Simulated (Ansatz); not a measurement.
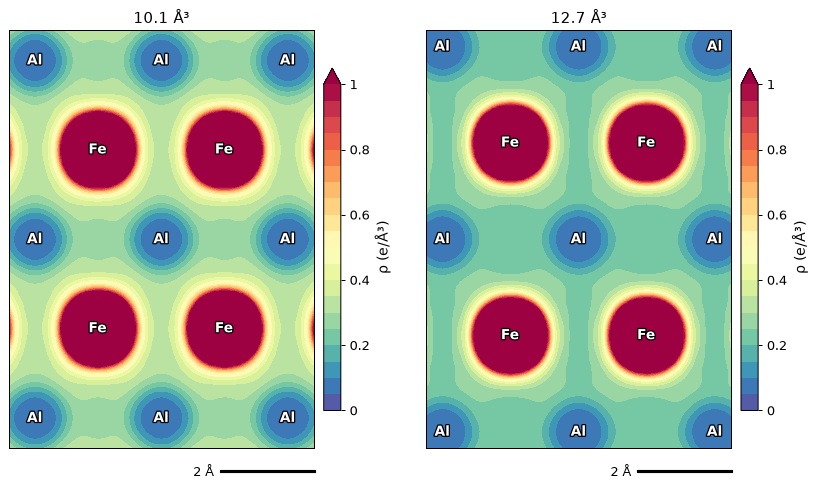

AlFe. The valence charge density (pseudo) of cells scaled evenly to different volumes (given per atom above each panel), on the (110) plane of each (indices in the axes of the cell below), at one length scale and on one colour scale.

Spin-polarised.

These are results of DFT PBEsol, scalar-relativistic, plane waves, PAW (Ansatz 0.2.0), not measurements.

The largest cell:

```
CELL_PARAMETERS angstrom
2.93685 0.00000 0.00000
0.00000 2.93685 0.00000
0.00000 0.00000 2.93685
ATOMIC_POSITIONS crystal
Al 0.00000 0.00000 0.00000
Fe 0.50000 0.50000 0.50000
```

| volume (Å³/atom) | Al–Fe contact in the plane (Å) | ρ at its midpoint (e/Å³) | pressure (GPa) | largest moment (μB) | 
| --- | --- | --- | --- | --- |
| 10.13 | 2.361 | 0.383 | 31.7 | 0.59 | 
| 11.51 | 2.464 | ? | ? | ? | 
| 12.67 | 2.543 | 0.287 | −14.7 | 0.78 | 

> What values belong in the row with question marks?

Over the known rows ln ρ falls by 1.59 per Å of Al–Fe distance (the line through the two), which gives 0.325 e/Å³ at 2.464 Å; the calculation gives 0.324 e/Å³. For the pressure, a straight line in volume between the neighbouring rows gives 6.5 GPa; the calculation gives 0.0, lower because pressure rises ever faster on compression. For the largest moment, a straight line in volume between the neighbouring rows gives 0.69 μB; the calculation gives 0.68.
